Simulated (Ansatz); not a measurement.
**Energy of Pb along an even scaling of the cell**

System: Pb (Fd-3m, 2 atoms in the cell).
Method: Kohn-Sham DFT of a periodic cell, PBE, Ansatz PAW, no spin polarisation (Ansatz 0.2.0).

The 5 runs differ only in the geometry, by an even scaling of the cell at fixed fractional positions. The structure derives from a Materials Project entry.

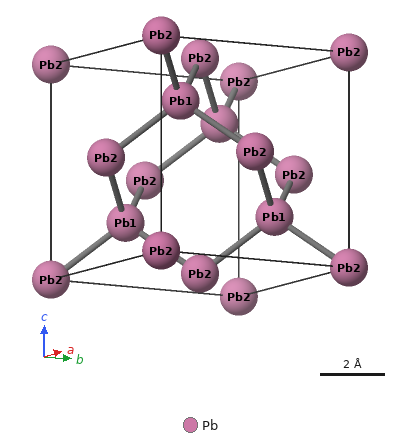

Figure 1. The structure of run 3 (ball-and-stick view of the cell 4 times as large as that of the calculation, set on its symmetry axes, seen at an oblique angle; atoms are numbered from 1 in the order of the input).

## Input of run 3
```yaml
crystal:
  lattice:
    - [0.0, 3.4390000555, 3.4390000555]
    - [3.4390000555, 0.0, 3.4390000555]
    - [3.4390000555, 3.4390000555, 0.0]
  atoms:
    - { symbol: Pb, position: [0.25, 0.25, 0.25] }
    - { symbol: Pb, position: [0.0, 0.0, 0.0] }
hamiltonian:
  xc: pbe
  pseudopotentials: { kind: paw }
kpoints:
  mp_grid: { grid: [7, 7, 7] }
scf:
  occupations: { method: fermi_dirac, width: 0.05 }
output:
  forces: true
  stress: true
  eigenvalues: true
```

Command:
```bash
ansatz run input.yaml --threads 2 --pin off --max-ram 5120MiB --backend cpu --events-out ev --progress --plain --runs-dir out
```

Run 4 differs from it as follows:
```diff
-    - [0.0, 3.4390000555, 3.4390000555]
-    - [3.4390000555, 0.0, 3.4390000555]
-    - [3.4390000555, 3.4390000555, 0.0]
+    - [0.0, 3.484255246, 3.484255246]
+    - [3.484255246, 0.0, 3.484255246]
+    - [3.484255246, 3.484255246, 0.0]
```

## Results, with one run withheld

| run | volume per atom (Å³) | free energy per atom, from the lowest run given (meV) | pressure (GPa) |
| --- | --- | --- | --- |
| 1 | 38.232 | 76.77 | 4.99 |
| 2 | 39.859 | 35.65 | 3.17 |
| 3 | 40.672 | 21.54 | 2.40 |
| 4 | 42.299 | ? | ? |
| 5 | 43.112 | 0.00 | 0.53 |

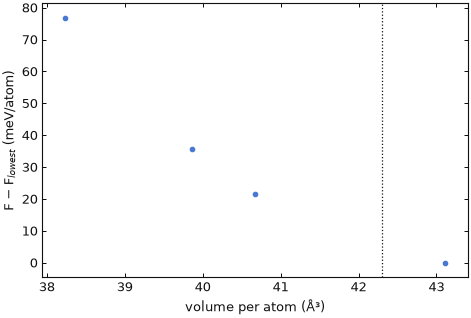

Figure 2. Free energy per atom of the runs given; the dotted line marks run 4.

Estimate the energy of run 4 from the others.

A quadratic polynomial in V^(−2/3) (the Birch–Murnaghan form), fitted to the 4 runs given, misses them by at most 0.03 meV per atom. With x = V^(−2/3) − 0.08493 Å⁻², it reads F = 25.778 + 11856 x + 1.3041e+06 x² (meV per atom). At run 4 it gives 3.98 meV per atom, and the run itself gives 4.07. The slope of the fit gives a pressure −dF/dV of 1.08 GPa there, and the run prints 1.09 GPa. The fit has no minimum inside this range.

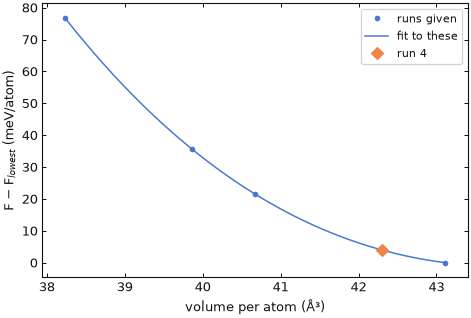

Figure 3. The fit and the withheld run.

## Output, shortened to warnings, some set-up lines, iterations and results (run 4)
```
Basis set: ecut = 420 eV, 1639 PW (Γ), exchange–correlation on 72×72×72 points (8 copies of the dense FFT grid, shifted against one another)
Symmetry: 48 space group operations
k-points: 20 of 343
Initial density: superposition of atomic densities (neutral atoms: chi_scale 0, normalization atom), corrected by the library's trained network
[...]
SCF iter   1: F=—  HF=-23812.301652 eV  |F-HF|=—  |Δ(HF+E_count)|=         —  Δρ=1.09e-3  dr2=8.17e-4  ethr=1.77e-3  ⟨swp⟩=6.0  Hψ=1874  notcnv=0
SCF iter   2: F=—  HF=-23812.299976 eV  |F-HF|=—  |Δ(HF+E_count)|=   1.68e-3  Δρ=6.44e-4  dr2=4.42e-4  ethr=2.92e-6  ⟨swp⟩=2.2  Hψ=809  notcnv=0
SCF iter   3: F=—  HF=-23812.300312 eV  |F-HF|=—  |Δ(HF+E_count)|=   3.36e-4  Δρ=4.04e-4  dr2=9.45e-5  ethr=1.58e-6  ⟨swp⟩=2.0  Hψ=644  notcnv=0
SCF iter   4: F=—  HF=-23812.300305 eV  |F-HF|=—  |Δ(HF+E_count)|=   6.64e-6  Δρ=2.28e-4  dr2=3.72e-5  ethr=3.38e-7  ⟨swp⟩=2.0  Hψ=616  notcnv=0
SCF iter   5: F=—  HF=-23812.300330 eV  |F-HF|=—  |Δ(HF+E_count)|=   2.45e-5  Δρ=1.16e-4  dr2=1.14e-5  ethr=1.33e-7  ⟨swp⟩=2.0  Hψ=639  notcnv=0
SCF iter   6: F=—  HF=-23812.300334 eV  |F-HF|=—  |Δ(HF+E_count)|=   3.89e-6  Δρ=5.58e-5  dr2=2.36e-6  ethr=4.07e-8  ⟨swp⟩=2.0  Hψ=451  notcnv=0
SCF iter   7: F=-23812.300334 eV  HF=-23812.300334 eV  |F-HF|=2.84e-8  |Δ(HF+E_count)|=   6.58e-8  Δρ=9.96e-6  dr2=6.47e-8  ethr=3.57e-10  ⟨swp⟩=4.3  Hψ=1903  notcnv=0
SCF 1 converged in 7 iterations: F = -23812.300334 eV  dr2 = 6.47e-8
SCF converged after 7 iterations
Free energy (F): -23812.300334 eV
Harris-Foulkes:  -23812.300334 eV  (|F-HF|=2.84e-8)
Internal energy: -23812.294165 eV  (E = F + TS)
E sigma→0 (E₀):  -23812.297249 eV
Entropy (-TS):   -0.006169 eV (-3.084 meV/atom)
Fermi energy:    6.626767 eV
--- Per-component energies (eV) ---
  E_band       = -191.209704
  E_kinetic    = 579.838429
  E_local      = -2778.678454  (includes V_loc(G=0)·N_el)
  E_nonlocal   = 699.562438
  E_hartree    = 1123.944757
  E_xc         = -439.471735
  E_vxc        = -262.547825  (∫ρ·V_xc dr)
  E_paw        = -20815.771735  (= ΣΔE_a)
  E_vpaw       = -677.289318  (= ΣTr[D̂ρ^β])
  E_aug_tail   = 0.000093  (compensation charges beyond the density's cutoff)
  E_ewald      = -2181.717960
  E_smearing   = -0.006169  (= −TS)
  E_closure    = -0.000000  (closes the sum)
  Σ components = -23812.300334   (vs F -23812.300334, Δ=0.00e0)
--- Forces (eV/Å), atoms counted from 1 ---
  atom   1  Pb     0.00000000    -0.00000000    -0.00000000
  atom   2  Pb    -0.00000000     0.00000000     0.00000000
  max |Σ_I F_I| component: 9.25e-18 eV/Å
--- Stress (GPa, compression-positive) ---
        1.086849       0.000000       0.000000
       -0.000000       1.086849       0.000000
       -0.000000       0.000000       1.086849
  P = ⅓ Tr σ = 1.0868 GPa (10.868 kbar)
```

Notes: Spin–orbit coupling is left out, which matters for Pb.
